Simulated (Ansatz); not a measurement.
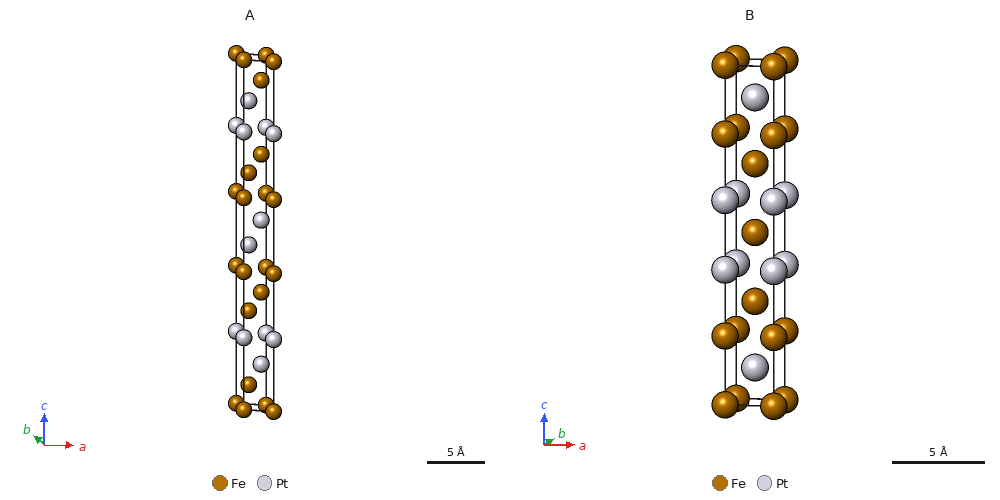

Two structures of Fe3Pt2, each relaxed to rest (conventional cells in solid outline, small ones repeated, not to one scale). Method: DFT PBE, scalar-relativistic, plane waves, PAW in Ansatz, with collinear spins.

What are the two structures?

A: 15 atoms a cell on a rhombohedral (trigonal R) lattice, R-3m. B: 10 atoms a cell on a body-centred tetragonal lattice, I4/mmm.

Which form lies lower?

B is lower, by 124 meV/atom at this level of theory (energies at zero smearing). Volumes: A 13.8, B 13.7 Å³/atom.

One or both may be structure types tried for this composition rather than known phases.
